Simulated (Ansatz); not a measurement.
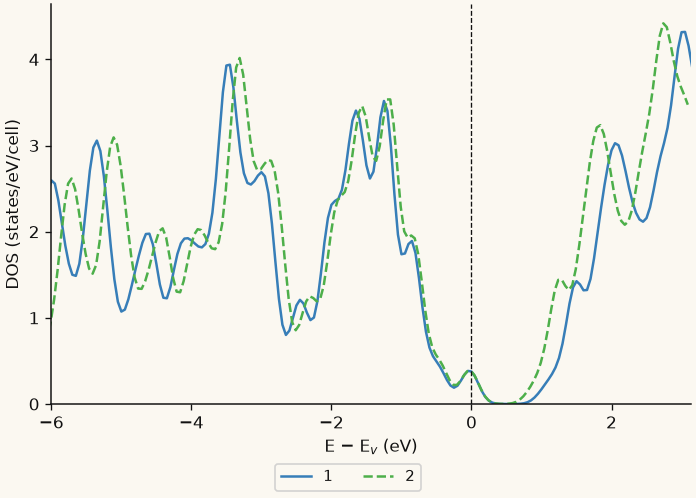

Total densities of states of P, space group Pmna (No. 53), 4 atoms in the cell, by two methods on the same cell. The curves are built from the levels of the k mesh with Gaussians 0.3 eV wide, which also blur the band edges. Each is counted from its own valence-band top.

### Which curve is which? The methods: r2SCAN, PBE.

1 is r2SCAN; 2 is PBE. r2SCAN gives a gap of 1.05 eV and PBE gives a gap of 0.87 eV.

Settings. r2SCAN: DFT, r2SCAN, plane waves, PAW, no spin polarisation, 8×2×6 k mesh, 500 eV cutoff (Ansatz 0.2.0). PBE: DFT, PBE, plane waves, PAW, no spin polarisation, 8×2×6 k mesh, 420 eV cutoff (Ansatz 0.2.0).
